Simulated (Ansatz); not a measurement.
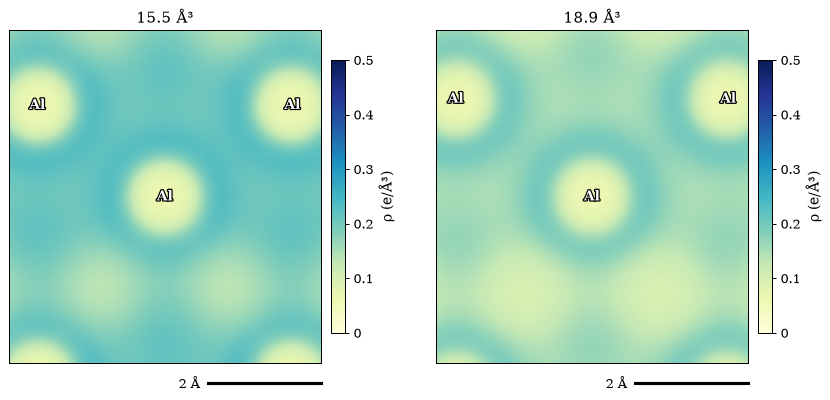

Al. The valence pseudo-density of cells scaled evenly to different volumes (given per atom above each panel), on the (110) plane of each (indices in the axes of the cell below), at one length scale and on one colour scale.

A generated structure, not necessarily the stable one.

Computed with DFT, revPBE, plane waves (420 eV) with PAW, scalar-relativistic in Ansatz 0.2.0.

The density is the valence pseudo-density of a PAW calculation; it isn't the true density close to the nuclei.

The largest cell:

```xyz
2
Lattice="3.0040 0.0000 0.0000 -1.5020 2.6015 0.0000 0.0000 0.0000 4.8325" Properties=species:S:1:pos:R:3 pbc="T T T"
Al    0.0000    1.7344    1.2081
Al    1.5020    0.8672    3.6244
```

| volume (Å³/atom) | Al–Al contact in the plane (Å) | ρ at its midpoint (e/Å³) | pressure (GPa) | 
| --- | --- | --- | --- |
| 15.51 | 2.786 | 0.220 | 7.4 | 
| 16.19 | 2.825 | ? | ? | 
| 18.88 | 2.974 | 0.174 | −6.3 | 

> What values belong in the row with question marks?

Over the known rows ln ρ falls by 1.25 per Å of Al–Al distance (the line through the two), which gives 0.210 e/Å³ at 2.825 Å; the calculation gives 0.209 e/Å³. For the pressure, a straight line in volume between the neighbouring rows gives 4.6 GPa; the calculation gives 3.3, lower because pressure rises ever faster on compression.
